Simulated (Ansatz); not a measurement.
**Run report: Ge, geometry relaxation (part 3 of 3)**

Ge (slab, 9 atoms in the cell); DFT PBEsol, scalar-relativistic, plane waves, PAW, no spin polarisation (Ansatz 0.2.0); cutoff 420 eV, 7×5×1 k-mesh, Gaussian smearing of 0.1 eV. The structure derives from an entry of the Crystallography Open Database. The input holds or restrains some coordinates. Forces given for the steps count only the free coordinates. It belongs to a series of runs on one base structure; here: Ge put at a hollow Ge-Ge-Ge site.

Geometry of the input (Å; fractional positions):
```
4.0134  0.0000  0.0000
0.0000  5.6758  0.0000
0.0000  0.0000  25.0201
Ge 0.5000  0.0000  0.3397
Ge 0.0000  0.2500  0.3397
Ge 0.0000  0.5000  0.4199
Ge 0.5000  0.7500  0.4199
Ge 0.5000  -0.0012  0.5025
Ge 0.0000  0.2512  0.5025
Ge 0.0000  0.5028  0.5819
Ge 0.5000  0.7472  0.5819
Ge 0.0000  -0.0009  0.5795
```

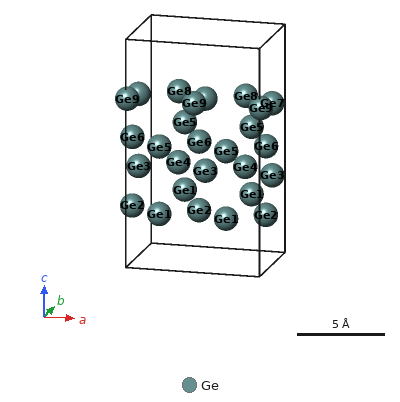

Figure 1. The geometry at step 5 of the log (spheres-only view of the 2 × 1 repeat of the cell, with the vacuum cut short, seen slightly off an axis; atoms are numbered from 1 in the order of the input).

**Output, continued**
```
  k-point 1: bands = ["-24.7521", "-24.7295", "-24.7259", "-24.7082", "-24.6848", "-24.5983", "-24.5934", "-24.5908", "-24.5590", "-24.5480", "-24.5390", "-24.5264", "-24.5163", "-24.5157", "-24.4988", "-24.4897", "-24.4833", "-24.4796", "-24.4567", "-24.4556", "-24.4299", "-24.4098", "-24.4034", "-24.3931", "-24.3826", "-24.3795", "-24.3663", "-24.3526", "-24.3444", "-24.3394", "-24.3284", "-24.3165", "-24.3012", "-24.2986", "-24.2571", "-24.2354", "-24.1777", "-24.1529", "-24.1356", "-24.1211", "-24.0789", "-24.0289", "-24.0279", "-24.0159", "-23.9484", "-12.1299", "-11.2314", "-9.9430", "-9.6269", "-8.4298", "-7.0295", "-6.0463", "-5.1393", "-3.5894", "-3.1772", "-2.5078", "-2.4559", "-1.7541", "-1.2120", "-0.7566", "-0.4444", "-0.2960", "-0.0039", "0.4846", "0.8009", "1.4710", "1.5814", "1.7223", "2.1710", "2.6677", "3.2511", "3.7528", "3.8872", "4.0073", "4.4564", "4.8016"]
  k-point 2: bands = ["-24.7495", "-24.7305", "-24.7262", "-24.7127", "-24.6797", "-24.5977", "-24.5914", "-24.5830", "-24.5510", "-24.5508", "-24.5386", "-24.5321", "-24.5199", "-24.5143", "-24.5054", "-24.4896", "-24.4847", "-24.4778", "-24.4643", "-24.4605", "-24.4159", "-24.4085", "-24.3991", "-24.3972", "-24.3785", "-24.3734", "-24.3630", "-24.3566", "-24.3434", "-24.3421", "-24.3376", "-24.3124", "-24.3045", "-24.3040", "-24.2614", "-24.2335", "-24.1788", "-24.1533", "-24.1326", "-24.1156", "-24.0828", "-24.0301", "-24.0289", "-24.0150", "-23.9489", "-11.7283", "-10.9374", "-10.5501", "-10.1117", "-9.0067", "-6.3604", "-5.9514", "-4.6256", "-3.7068", "-2.6949", "-2.1206", "-1.7584", "-1.4693", "-1.4660", "-1.0618", "-0.8837", "-0.7958", "-0.1383", "0.1567", "0.8528", "0.9247", "1.4708", "1.9217", "2.1641", "2.6707", "2.9080", "3.7727", "4.2573", "4.5417", "4.5789", "4.7757"]
  k-point 11: bands = ["-24.7543", "-24.7280", "-24.7185", "-24.6910", "-24.6697", "-24.6081", "-24.5938", "-24.5916", "-24.5699", "-24.5439", "-24.5289", "-24.5244", "-24.5156", "-24.5050", "-24.4979", "-24.4769", "-24.4694", "-24.4645", "-24.4516", "-24.4453", "-24.4229", "-24.4174", "-24.4147", "-24.3940", "-24.3888", "-24.3804", "-24.3733", "-24.3710", "-24.3610", "-24.3546", "-24.3396", "-24.3234", "-24.3124", "-24.2799", "-24.2632", "-24.2149", "-24.1974", "-24.1394", "-24.1327", "-24.1137", "-24.0890", "-24.0501", "-24.0395", "-23.9798", "-23.9550", "-10.4153", "-9.9300", "-9.4486", "-9.0401", "-8.3372", "-7.7003", "-7.2351", "-7.0558", "-6.6791", "-3.9756", "-3.2602", "-2.9625", "-2.5706", "-2.2282", "-1.7260", "-1.5492", "-0.7178", "-0.2595", "-0.0678", "0.9046", "1.9784", "2.2024", "2.6987", "2.9427", "3.4273", "3.8011", "3.9051", "4.5599", "4.6514", "5.1565", "5.2784"]
--- Relaxed structure (8 steps of the walk, 8 accepted, 0 SCFs on fresh bases) ---
  F+E_penalty+E_count = -38277.64384962 eV   max|allowed force component| = 2.609e-2 eV/Å
  atoms:
    - { symbol: Ge, position: [0.5, 0.0, 0.3397274826000001] }
    - { symbol: Ge, position: [0.0, 0.24999999999999997, 0.3397274826000001] }
    - { symbol: Ge, position: [0.0, 0.49999999999999994, 0.4199305348] }
    - { symbol: Ge, position: [0.5, 0.75, 0.4199305348] }
    - { symbol: Ge, position: [0.5, -0.00012612107488012595, 0.5010172975715795] }
    - { symbol: Ge, position: [0.0, 0.25558983342648567, 0.5038158174333568] }
    - { symbol: Ge, position: [0.0, 0.5046127653351226, 0.5912812056833444] }
    - { symbol: Ge, position: [0.5, 0.7878053432071093, 0.5905812523446003] }
    - { symbol: Ge, position: [0.0, 0.07052697874575857, 0.6083062625581961] }
```

**Trajectory as extended XYZ (Å, eV, eV/Å), 8 frames, from step=1 to step=8**
```
9
Lattice="4.0134 0.0000 0.0000 0.0000 5.6758 0.0000 0.0000 0.0000 25.0201" Properties=species:S:1:pos:R:3:forces:R:3 step=1 energy=-38276.66222
Ge    2.0067    0.0000    8.5000    0.0000   0.1542  -0.0802
Ge    0.0000    1.4189    8.5000    0.0000  -0.1713   0.0054
Ge    0.0000    2.8379   10.5067    0.0000  -0.0794  -0.2300
Ge    2.0067    4.2568   10.5067    0.0000   0.1375   0.0929
Ge    2.0067   -0.0067   12.5716    0.0000  -0.1062  -1.6432
Ge    0.0000    1.4256   12.5716    0.0000   1.1115  -1.5701
Ge    0.0000    2.8537   14.5596    0.0000  -1.0903   0.6024
Ge    2.0067    4.2410   14.5596    0.0000  -0.5844   0.6958
Ge    0.0000   -0.0053   14.4996    0.0000   0.6282   2.1268
9
Lattice="4.0134 0.0000 0.0000 0.0000 5.6758 0.0000 0.0000 0.0000 25.0201" Properties=species:S:1:pos:R:3:forces:R:3 step=2 energy=-38277.28730
Ge    2.0067    0.0000    8.5000    0.0000   0.1860  -0.0482
Ge    0.0000    1.4189    8.5000    0.0000  -0.1665  -0.0275
Ge    0.0000    2.8379   10.5067    0.0000   0.0087  -0.3479
Ge    2.0067    4.2568   10.5067    0.0000  -0.0480  -0.1867
Ge    2.0067   -0.0193   12.5018    0.0000   0.1014  -0.3855
Ge    0.0000    1.4603   12.5399    0.0000   0.2236  -0.7346
Ge    0.0000    2.7624   14.6544    0.0000  -0.6857   0.4493
Ge    2.0067    4.2245   14.6193    0.0000  -0.0471   0.0816
Ge    0.0000    0.0815   14.6718    0.0000   0.4281   1.2007
9
Lattice="4.0134 0.0000 0.0000 0.0000 5.6758 0.0000 0.0000 0.0000 25.0201" Properties=species:S:1:pos:R:3:forces:R:3 step=3 energy=-38277.52858
Ge    2.0067    0.0000    8.5000    0.0000   0.1740   0.0244
Ge    0.0000    1.4189    8.5000    0.0000  -0.1366  -0.0530
Ge    0.0000    2.8379   10.5067    0.0000   0.0870  -0.3962
Ge    2.0067    4.2568   10.5067    0.0000  -0.0729  -0.2596
Ge    2.0067   -0.0079   12.4818    0.0000  -0.0003  -0.0157
Ge    0.0000    1.4558   12.5106    0.0000  -0.1194  -0.0254
Ge    0.0000    2.6769   14.7316    0.0000   0.0437   0.1709
Ge    2.0067    4.2250   14.6268    0.0000   0.1095   0.0038
Ge    0.0000    0.1523   14.8533    0.0000  -0.0843   0.5531
9
Lattice="4.0134 0.0000 0.0000 0.0000 5.6758 0.0000 0.0000 0.0000 25.0201" Properties=species:S:1:pos:R:3:forces:R:3 step=4 energy=-38277.61059
Ge    2.0067    0.0000    8.5000    0.0000   0.1590   0.0311
Ge    0.0000    1.4189    8.5000    0.0000  -0.1089   0.0124
Ge    0.0000    2.8379   10.5067    0.0000  -0.0692  -0.2145
Ge    2.0067    4.2568   10.5067    0.0000  -0.0383  -0.2135
Ge    2.0067   -0.0192   12.4995    0.0000   0.0381   0.0964
Ge    0.0000    1.4401   12.5521    0.0000  -0.1000   0.0974
Ge    0.0000    2.7057   14.7903    0.0000  -0.0473   0.0394
Ge    2.0067    4.2770   14.6766    0.0000   0.0952  -0.0141
Ge    0.0000    0.1890   15.0446    0.0000   0.0713   0.1656
9
Lattice="4.0134 0.0000 0.0000 0.0000 5.6758 0.0000 0.0000 0.0000 25.0201" Properties=species:S:1:pos:R:3:forces:R:3 step=5 energy=-38277.63690
Ge    2.0067    0.0000    8.5000    0.0000   0.1577   0.0464
Ge    0.0000    1.4189    8.5000    0.0000  -0.1028   0.0451
Ge    0.0000    2.8379   10.5067    0.0000  -0.1270  -0.0677
Ge    2.0067    4.2568   10.5067    0.0000   0.1438   0.0216
Ge    2.0067    0.0129   12.5436    0.0000  -0.1041  -0.1334
Ge    0.0000    1.4622   12.6087    0.0000   0.0060   0.0989
Ge    0.0000    2.8157   14.8385    0.0000  -0.1066  -0.0565
Ge    2.0067    4.4002   14.7374    0.0000   0.0350   0.0428
Ge    0.0000    0.3165   15.1987    0.0000   0.0980   0.0026
9
Lattice="4.0134 0.0000 0.0000 0.0000 5.6758 0.0000 0.0000 0.0000 25.0201" Properties=species:S:1:pos:R:3:forces:R:3 step=6 energy=-38277.64246
Ge    2.0067    0.0000    8.5000    0.0000   0.1573   0.0303
Ge    0.0000    1.4189    8.5000    0.0000  -0.0930   0.0692
Ge    0.0000    2.8379   10.5067    0.0000  -0.1671  -0.0373
Ge    2.0067    4.2568   10.5067    0.0000   0.0833  -0.0641
Ge    2.0067    0.0019   12.5252    0.0000   0.0457   0.0765
Ge    0.0000    1.4622   12.6213    0.0000  -0.0633  -0.0563
Ge    0.0000    2.8615   14.7968    0.0000  -0.0467   0.0284
Ge    2.0067    4.4644   14.7687    0.0000   0.0285  -0.0220
Ge    0.0000    0.3846   15.2296    0.0000   0.0554  -0.0244
9
Lattice="4.0134 0.0000 0.0000 0.0000 5.6758 0.0000 0.0000 0.0000 25.0201" Properties=species:S:1:pos:R:3:forces:R:3 step=7 energy=-38277.64385
Ge    2.0067    0.0000    8.5000    0.0000   0.1568   0.0402
Ge    0.0000    1.4189    8.5000    0.0000  -0.1000   0.0585
Ge    0.0000    2.8379   10.5067    0.0000  -0.1487  -0.0546
Ge    2.0067    4.2568   10.5067    0.0000   0.0954  -0.0346
Ge    2.0067   -0.0007   12.5355    0.0000  -0.0096  -0.0136
Ge    0.0000    1.4507   12.6055    0.0000   0.0013   0.0261
Ge    0.0000    2.8641   14.7939    0.0000  -0.0007  -0.0245
Ge    2.0067    4.4714   14.7764    0.0000   0.0087   0.0035
Ge    0.0000    0.4003   15.2199    0.0000  -0.0030  -0.0011
9
Lattice="4.0134 0.0000 0.0000 0.0000 5.6758 0.0000 0.0000 0.0000 25.0201" Properties=species:S:1:pos:R:3:forces:R:3 step=8 energy=-38277.64385
Ge    2.0067    0.0000    8.5000    0.0000   0.1567   0.0401
Ge    0.0000    1.4189    8.5000    0.0000  -0.1001   0.0587
Ge    0.0000    2.8379   10.5067    0.0000  -0.1486  -0.0547
Ge    2.0067    4.2568   10.5067    0.0000   0.0954  -0.0346
Ge    2.0067   -0.0007   12.5355    0.0000  -0.0096  -0.0135
Ge    0.0000    1.4507   12.6055    0.0000   0.0013   0.0261
Ge    0.0000    2.8641   14.7939    0.0000  -0.0008  -0.0245
Ge    2.0067    4.4714   14.7764    0.0000   0.0087   0.0036
Ge    0.0000    0.4003   15.2199    0.0000  -0.0030  -0.0011
```

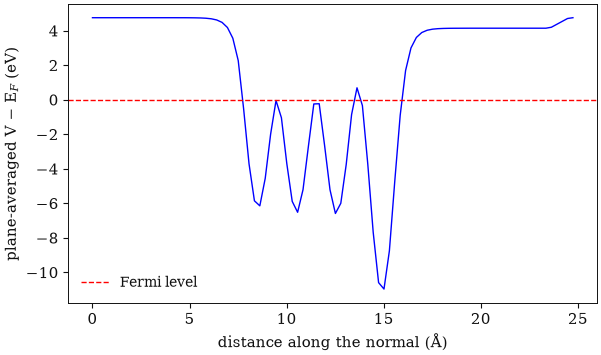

Figure 2. Plane average of the electrostatic potential energy of an electron across the cell, from the Fermi level. The vacuum level lies 4.14 eV above the Fermi level on the upper side and 4.75 eV on the lower.

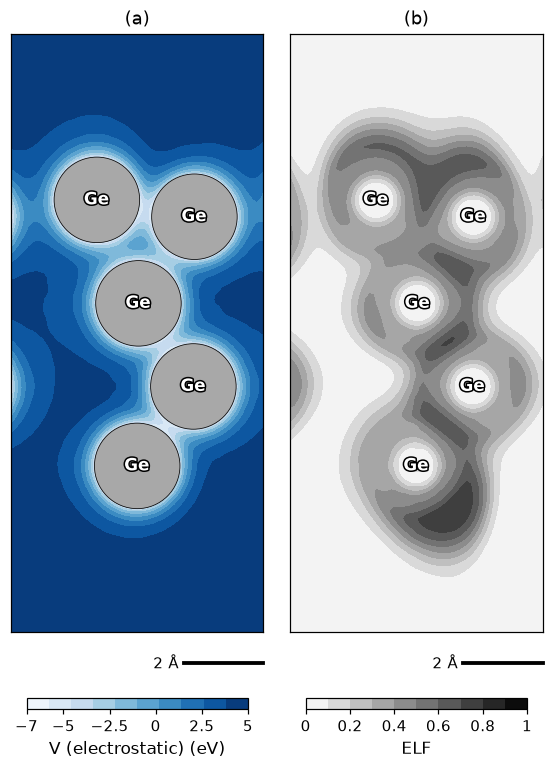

Figure 3. (a) electrostatic potential energy of an electron; (b) ELF on the (100) plane of the calculation cell, a cut from vacuum to vacuum. Grey discs, where drawn, cover atomic cores. The section cuts through Ge sites. Ge–Ge (2.46 Å): the ELF peaks at about 0.70 between the atoms. Ge–Ge (2.50 Å): the ELF peaks at about 0.60 between the atoms. Ge–Ge (2.52 Å): the ELF peaks at about 0.70 between the atoms. Ge–Ge (2.61 Å): the ELF peaks at about 0.65 between the atoms. In a PAW calculation such maps are meaningful between the atoms, not at the nuclei.

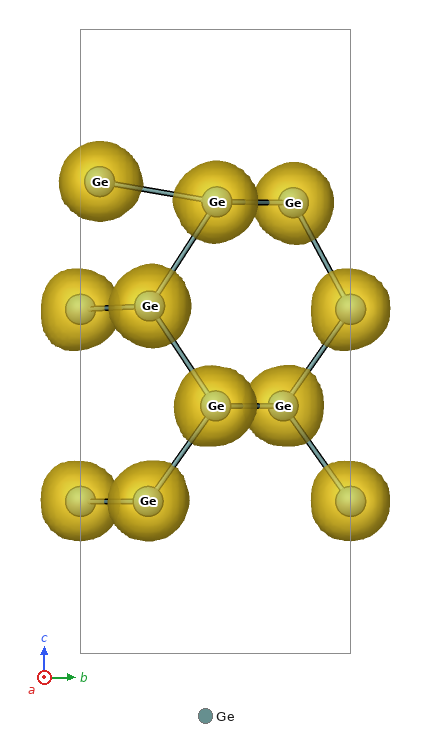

Figure 4. Isosurface of the valence electron density at 0.6 e/Å³ (yellow), seen along the a axis. Sticks mark near contacts. At this value the density breaks into separate islands; it holds about 75 % of the electrons treated as valence (semicore included). It is pinched off along the Ge–Ge (2.46 Å), Ge–Ge (2.50 Å), Ge–Ge (2.54 Å) and Ge–Ge (2.61 Å) contacts. On the grid the lowest density along these lines, outside the cores, is 0.47 e/Å³ (Ge–Ge, 2.46 Å), 0.42 e/Å³ (Ge–Ge, 2.50 Å), 0.42 e/Å³ (Ge–Ge, 2.54 Å) and 0.37 e/Å³ (Ge–Ge, 2.61 Å).
